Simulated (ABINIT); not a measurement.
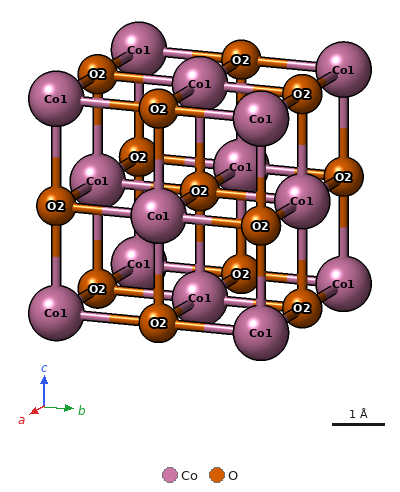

Figure 1. The input geometry (ball-and-stick view of the cell 4 times as large as that of the calculation, set on its symmetry axes, seen slightly off an axis; atoms are numbered from 1 in the order of the input). An atom can appear more than once, as a periodic image.

**Single-point calculation of CoO**

The run: single-point calculation of CoO (2 atoms in the cell). Method and program: Kohn-Sham DFT of a periodic cell, PBE, SPMS NC PBE v1.0, spin-polarised (ABINIT 10.8.3).

The structure derives from an entry of the Crystallography Open Database.

**The input**
```
# Pseudopotentials
pp_dirpath "./"
pseudos "27_Co_17_1.6_2.2_pbe_n_v1.0.psp8, 08_O_6_1.2_1.4_pbe_n_v1.0.psp8"

# Structure
acell 3*1.0
rprim
     0.0000000000     4.0279512346     4.0279512346
     4.0279512346     0.0000000000     4.0279512346
     4.0279512346     4.0279512346     0.0000000000
ntypat 2
znucl 27 8
natom 2
typat 1 2
xred
     0.0000000000     0.0000000000     0.0000000000
     0.5000000000     0.5000000000     0.5000000000

# Plane-wave basis
ecut 40.0

# k points
kptopt 1
ngkpt 9 9 9
nshiftk 1
shiftk 0.0 0.0 0.0

# Exchange and correlation
ixc 11

# Bands and occupations
nband 16
occopt 3
tsmear 0.00367493

# Spin
nsppol 2
spinat
     0.0000000000     0.0000000000     2.0000000000
     0.0000000000     0.0000000000     0.0000000000

# SCF cycle
nstep 100
tolvrs 1.0e-10

# Output
iomode 3
prtwf 0
prtden 0
prteig 0
prtebands 0
```

Run as:
```bash
abinit run.abi > log 2>&1
```

**Log**
```
.Version 10.8.3 of ABINIT
 Symmetries : space group Fm -3 m (#225); Bravais cF (face-center cubic)
================================================================================
 Values of the parameters that define the memory need of the present run
     intxc =       0    ionmov =       0      iscf =       7    lmnmax =       6
     lnmax =       6     mgfft =      36  mpssoang =       3    mqgrid =    3001
     natom =       2  nloc_mem =       1    nspden =       2   nspinor =       1
    nsppol =       2      nsym =      48    n1xccc =    2501    ntypat =       2
    occopt =       3   xclevel =       2
       mpw =        1596          nfft =       46656          nkpt =          35
================================================================================
================================================================================

--------------------------------------------------------------------------------
------------- Echo of variables that govern the present computation ------------
--------------------------------------------------------------------------------
 -outvars: echo values of preprocessed input variables --------
            acell      1.0000000000E+00  1.0000000000E+00  1.0000000000E+00 Bohr
              amu      5.89332000E+01  1.59994000E+01
             ecut      4.00000000E+01 Hartree
              ixc          11
         kptrlatt        9    0    0      0    9    0      0    0    9
          kptrlen      5.12674494E+01
            natom           2
            nband          16
            ngfft          36      36      36
             nkpt          35
           nspden           2
           nsppol           2
            nstep         100
             nsym          48
           ntypat           2
           occopt           3
           prtden           0
        prtebands           0
           prteig           0
            prtwf           0
            rprim      0.0000000000E+00  4.0279512346E+00  4.0279512346E+00
                       4.0279512346E+00  0.0000000000E+00  4.0279512346E+00
                       4.0279512346E+00  4.0279512346E+00  0.0000000000E+00
          spgroup         225
           spinat      0.0000000000E+00  0.0000000000E+00  2.0000000000E+00
                       0.0000000000E+00  0.0000000000E+00  0.0000000000E+00
           tolvrs      1.00000000E-10
           tsmear      3.67493000E-03 Hartree
            typat      1  2
           xangst      0.0000000000E+00  0.0000000000E+00  0.0000000000E+00
                       2.1314999985E+00  2.1314999985E+00  2.1314999985E+00
            xcart      0.0000000000E+00  0.0000000000E+00  0.0000000000E+00
                       4.0279512346E+00  4.0279512346E+00  4.0279512346E+00
             xred      0.0000000000E+00  0.0000000000E+00  0.0000000000E+00
                       5.0000000000E-01  5.0000000000E-01  5.0000000000E-01
            znucl       27.00000    8.00000

================================================================================

 chkinp: Checking input parameters for consistency.

================================================================================
== DATASET  1 ==================================================================

--- !DatasetInfo
iteration_state: {dtset: 1, }
dimensions: {natom: 2, nkpt: 35, mband: 16, nsppol: 2, nspinor: 1, nspden: 2, mpw: 1596, }
cutoff_energies: {ecut:  40.0, pawecutdg:  -1.0, }
electrons: {nelect:   2.30000000E+01, charge:   0.00000000E+00, occopt:   3.00000000E+00, tsmear:   3.67493000E-03, }
meta: {optdriver: 0, ionmov: 0, optcell: 0, iscf: 7, paral_kgb: 0, }
...

 Exchange-correlation functional for the present dataset will be:
  GGA: Perdew-Burke-Ernzerhof functional - ixc=11
  J.P.Perdew, K.Burke, M.Ernzerhof, PRL 77, 3865 (1996)

 Real(R)+Recip(G) space primitive vectors, cartesian coordinates (Bohr,Bohr^-1):
 R(1)=  0.0000000  4.0279512  4.0279512  G(1)= -0.1241326  0.1241326  0.1241326
 R(2)=  4.0279512  0.0000000  4.0279512  G(2)=  0.1241326 -0.1241326  0.1241326
 R(3)=  4.0279512  4.0279512  0.0000000  G(3)=  0.1241326  0.1241326 -0.1241326
 Unit cell volume ucvol=  1.3070211E+02 bohr^3
 Angles (23,13,12)=  6.00000000E+01  6.00000000E+01  6.00000000E+01 degrees

 getcut: wavevector=  0.0000  0.0000  0.0000  ngfft=  36  36  36
         ecut(hartree)=     40.000   => boxcut(ratio)=   2.21977

 getcut : COMMENT -
  Note that boxcut > 2.2 ; recall that boxcut=Gcut(box)/Gcut(sphere) = 2
  is sufficient for exact treatment of convolution.
  Such a large boxcut is a waste : you could raise ecut
  e.g. ecut=   49.273834 Hartrees makes boxcut=2

--- Pseudopotential description ------------------------------------------------
- pspini: atom type   1  psp file is ./27_Co_17_1.6_2.2_pbe_n_v1.0.psp8
    8   11    2    4       600   0.00000      pspcod,pspxc,lmax,lloc,mmax,r2well
    5.99000000000000    6.00000000000000    0.00000000000000   rchrg,fchrg,qchrg
     nproj     2     2     2
     extension_switch     1

- pspini: atom type   2  psp file is ./08_O_6_1.2_1.4_pbe_n_v1.0.psp8
    8   11    2    4       600   0.00000      pspcod,pspxc,lmax,lloc,mmax,r2well
    5.99000000000000    4.00000000000000    0.00000000000000   rchrg,fchrg,qchrg
     nproj     2     2     1
     extension_switch     1

   6.05198532E+02                                ecore*ucvol(ha*bohr**3)
--------------------------------------------------------------------------------

================================================================================

--- !BeginCycle
iteration_state: {dtset: 1, }
solver: {iscf: 7, nstep: 100, nline: 4, wfoptalg: 0, }
tolerances: {tolvrs: 1.00E-10, }
...

     iter   Etot(hartree)      deltaE(h)  residm     vres2   difmagsph maxmagsph
 ETOT  1  -157.96657673818    -1.580E+02 2.769E-01 4.492E+02 1.779E+00 1.779E+00
 ETOT  2  -157.65856731305     3.080E-01 2.631E-02 4.529E+03 7.791E-01 1.000E+00
 ETOT  3  -158.12625257189    -4.677E-01 4.963E-03 7.384E+01 1.022E+00 2.022E+00
 ETOT  4  -158.13320885687    -6.956E-03 4.412E-04 2.344E+01 1.552E-01 2.177E+00
 ETOT  5  -158.13498419492    -1.775E-03 7.041E-05 2.186E+01 2.328E-01 2.410E+00
 ETOT  6  -158.13687790246    -1.894E-03 8.709E-05 3.874E+00 1.162E-01 2.526E+00
 ETOT  7  -158.13715380518    -2.759E-04 1.442E-05 7.738E-01 9.003E-03 2.520E+00
 ETOT  8  -158.13723177117    -7.797E-05 7.732E-06 1.211E-02 1.497E-02 2.533E+00
 ETOT  9  -158.13723273142    -9.603E-07 1.860E-06 3.748E-03 2.017E-03 2.533E+00
 ETOT 10  -158.13723302707    -2.956E-07 1.316E-06 3.304E-04 5.047E-04 2.533E+00
 ETOT 11  -158.13723305885    -3.178E-08 3.034E-07 2.481E-06 4.765E-04 2.533E+00
 ETOT 12  -158.13723305917    -3.182E-10 2.187E-07 6.664E-08 6.757E-05 2.533E+00
 ETOT 13  -158.13723305916     2.814E-12 5.142E-08 5.259E-09 1.040E-05 2.533E+00
 ETOT 14  -158.13723305917    -3.070E-12 3.652E-08 1.956E-10 1.024E-06 2.533E+00
 ETOT 15  -158.13723305917    -6.480E-12 8.737E-09 1.791E-11 2.625E-07 2.533E+00

 At SCF step   15       vres2   =  1.79E-11 < tolvrs=  1.00E-10 =>converged.

 Cartesian components of stress tensor (hartree/bohr^3)
  sigma(1 1)=  9.44097902E-05  sigma(3 2)=  0.00000000E+00
  sigma(2 2)=  9.44097902E-05  sigma(3 1)=  0.00000000E+00
  sigma(3 3)=  9.44097902E-05  sigma(2 1)=  0.00000000E+00

--- !ResultsGS
iteration_state: {dtset: 1, }
comment   : Summary of ground state results
lattice_vectors:
- [  0.0000000,   4.0279512,   4.0279512, ]
- [  4.0279512,   0.0000000,   4.0279512, ]
- [  4.0279512,   4.0279512,   0.0000000, ]
lattice_lengths: [   5.69638,    5.69638,    5.69638, ]
lattice_angles: [ 60.000,  60.000,  60.000, ] # degrees, (23, 13, 12)
lattice_volume:   1.3070211E+02
convergence: {deltae: -6.480E-12, res2:  1.791E-11, residm:  8.737E-09, diffor: null, }
etotal    :  -1.58137233E+02
entropy   :   0.00000000E+00
fermie    :   3.43669655E-01
cartesian_stress_tensor: # hartree/bohr^3
- [  9.44097902E-05,   0.00000000E+00,   0.00000000E+00, ]
- [  0.00000000E+00,   9.44097902E-05,   0.00000000E+00, ]
- [  0.00000000E+00,   0.00000000E+00,   9.44097902E-05, ]
pressure_GPa:  -2.7776E+00
xred      :
- [  0.0000E+00,   0.0000E+00,   0.0000E+00, Co]
- [  5.0000E-01,   5.0000E-01,   5.0000E-01,  O]
cartesian_forces: # hartree/bohr
- [ -0.00000000E+00,  -0.00000000E+00,  -0.00000000E+00, ]
- [ -0.00000000E+00,  -0.00000000E+00,  -0.00000000E+00, ]
force_length_stats: {min:   0.00000000E+00, max:   0.00000000E+00, mean:   0.00000000E+00, }
...

 Integrated electronic and magnetization densities in atomic spheres:
 ------------------------------------------------------------------------------------------------------------
 Radius=ratsph(iatom), smearing ratsm=  0.0000. Diff(up-dn)=approximate z local magnetic moment.
    Atom    Radius    up_density   dn_density  Total(up+dn)  Diff(up-dn)
    1 Co   2.00000     8.786551     6.253168     15.039718     2.533383
    2  O   2.00000     3.270439     2.931450      6.201888     0.338989
 ------------------------------------------------------------------------------------------------------------
  Sum:                12.056989     9.184618     21.241607     2.872372
 Total magnetization (from the atomic spheres):                2.872372
 Total magnetization (exact up - dn):                          2.916813

================================================================================

 ----iterations are completed or convergence reached----

 Mean square residual over all n,k,spin=   11.484E-12; max=  87.371E-10
 reduced coordinates (array xred) for    2 atoms
       0.000000000000      0.000000000000      0.000000000000
       0.500000000000      0.500000000000      0.500000000000
 rms dE/dt=  0.0000E+00; max dE/dt=  0.0000E+00; dE/dt below (all hartree)
    1       0.000000000000      0.000000000000      0.000000000000
    2       0.000000000000      0.000000000000      0.000000000000

 cartesian coordinates (angstrom) at end:
    1      0.00000000000000     0.00000000000000     0.00000000000000
    2      2.13149999853289     2.13149999853289     2.13149999853289

 cartesian forces (hartree/bohr) at end:
    1     -0.00000000000000    -0.00000000000000    -0.00000000000000
    2     -0.00000000000000    -0.00000000000000    -0.00000000000000
 frms,max,avg= 0.0000000E+00 0.0000000E+00   0.000E+00  0.000E+00  0.000E+00 h/b

 cartesian forces (eV/Angstrom) at end:
    1     -0.00000000000000    -0.00000000000000    -0.00000000000000
    2     -0.00000000000000    -0.00000000000000    -0.00000000000000
 frms,max,avg= 0.0000000E+00 0.0000000E+00   0.000E+00  0.000E+00  0.000E+00 e/A
 length scales=  1.000000000000  1.000000000000  1.000000000000 bohr
              =  0.529177210544  0.529177210544  0.529177210544 angstroms
 Fermi (or HOMO) energy (hartree) =   0.34367   Average Vxc (hartree)=  -0.47676
 Magnetization (Bohr magneton)=  2.91681309E+00
 Total spin up =  1.29584065E+01   Total spin down =  1.00415935E+01
 Eigenvalues (hartree) for nkpt=  35  k points, SPIN UP:
 kpt#   1, nband= 16, wtk=  0.00137, kpt=  0.0000  0.0000  0.0000 (reduced coord)
  -3.19992   -1.86304   -1.86304   -1.86304   -0.39620    0.21991    0.21991    0.22837
   0.22837    0.22837    0.22921    0.22921    0.22921    0.38200    0.96352    1.00890
      occupation numbers for kpt#   1
   1.00000    1.00000    1.00000    1.00000    1.00000    1.00000    1.00000    1.00000
   1.00000    1.00000    1.00000    1.00000    1.00000    0.00003    0.00000    0.00000
 prteigrs : prtvol=0 or 1, do not print more k-points.

 Eigenvalues (hartree) for nkpt=  35  k points, SPIN DOWN:
 kpt#   1, nband= 16, wtk=  0.00137, kpt=  0.0000  0.0000  0.0000 (reduced coord)
  -3.12919   -1.76527   -1.76527   -1.76527   -0.37720    0.25028    0.25028    0.25028
   0.30440    0.30440    0.30440    0.34549    0.34549    0.40057    0.95966    1.02562
      occupation numbers for kpt#   1
   1.00000    1.00000    1.00000    1.00000    1.00000    1.00000    1.00000    1.00000
   0.99998    0.99998    0.99998    0.37864    0.37864    0.00000    0.00000    0.00000
 prteigrs : prtvol=0 or 1, do not print more k-points.

--- !EnergyTerms
iteration_state     : {dtset: 1, }
comment             : Components of total free energy in Hartree
kinetic             :  6.68795498806090E+01
hartree             :  3.78982422233121E+01
xc                  : -2.74399805479494E+01
Ewald energy        : -1.06281430860341E+02
psp_core            :  4.63036533762200E+00
local_psp           : -1.23204953091159E+02
non_local_psp       : -1.06148034527144E+01
internal            : -1.58133010510621E+02
'-kT*entropy'       : -4.22254855162136E-03
total_energy        : -1.58137233059173E+02
total_energy_eV     : -4.30313332864387E+03
band_energy         : -1.50605268550288E+01
...

 Cartesian components of stress tensor (hartree/bohr^3)
  sigma(1 1)=  9.44097902E-05  sigma(3 2)=  0.00000000E+00
  sigma(2 2)=  9.44097902E-05  sigma(3 1)=  0.00000000E+00
  sigma(3 3)=  9.44097902E-05  sigma(2 1)=  0.00000000E+00

-Cartesian components of stress tensor (GPa)         [Pressure= -2.7776E+00 GPa]
- sigma(1 1)=  2.77763193E+00  sigma(3 2)=  0.00000000E+00
- sigma(2 2)=  2.77763193E+00  sigma(3 1)=  0.00000000E+00
- sigma(3 3)=  2.77763193E+00  sigma(2 1)=  0.00000000E+00

== END DATASET(S) ==============================================================
================================================================================

 -outvars: echo values of variables after computation  --------
            acell      1.0000000000E+00  1.0000000000E+00  1.0000000000E+00 Bohr
           etotal     -1.5813723306E+02
            fcart     -0.0000000000E+00 -0.0000000000E+00 -0.0000000000E+00
                      -0.0000000000E+00 -0.0000000000E+00 -0.0000000000E+00
            rprim      0.0000000000E+00  4.0279512346E+00  4.0279512346E+00
                       4.0279512346E+00  0.0000000000E+00  4.0279512346E+00
                       4.0279512346E+00  4.0279512346E+00  0.0000000000E+00
           strten      9.4409790245E-05  9.4409790245E-05  9.4409790245E-05
                       0.0000000000E+00  0.0000000000E+00  0.0000000000E+00
           xangst      0.0000000000E+00  0.0000000000E+00  0.0000000000E+00
                       2.1314999985E+00  2.1314999985E+00  2.1314999985E+00
             xred      0.0000000000E+00  0.0000000000E+00  0.0000000000E+00
                       5.0000000000E-01  5.0000000000E-01  5.0000000000E-01
 Calculation completed.
```

**Results in brief**

- outcome: converged
- space group (tolerance 0.01 Å): Fm-3m (225)
- electrons treated: 23
- free energy: −4303.1333 eV
- Fermi energy: 9.352 eV
- gap on the k-point mesh: none (metallic)
- net moment of the cell: 2.92 μB
- pressure: −2.78 GPa
- largest force (length of the vector): under 0.001 eV/Å
- hardware: 1 thread of Arm Neoverse V2, 24 GiB of memory available, shared host
- wall time: 73 s
- peak memory: 0.1 GiB
